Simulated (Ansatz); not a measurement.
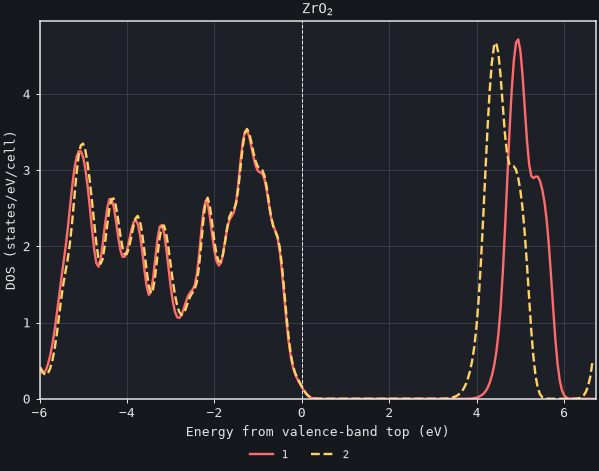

Total densities of states of ZrO2, space group Fm-3m, 3 atoms in the cell, hydrostatic strain −2.7%, by two methods on the same cell. The curves are built from the levels of the k mesh with Gaussians 0.3 eV wide, which also blur the band edges. Each is counted from its own valence-band top.

**Which curve is which? The methods: PBE, r2SCAN.**

1 is r2SCAN; 2 is PBE. r2SCAN gives a gap of 4.13 eV and PBE gives a gap of 3.58 eV.

Settings. r2SCAN: DFT, r2SCAN, plane waves, PAW, no spin polarisation, 8×8×8 k mesh, 500 eV cutoff (Ansatz). PBE: DFT, PBE, plane waves, PAW, no spin polarisation, 8×8×8 k mesh, 420 eV cutoff (Ansatz 0.2.0).
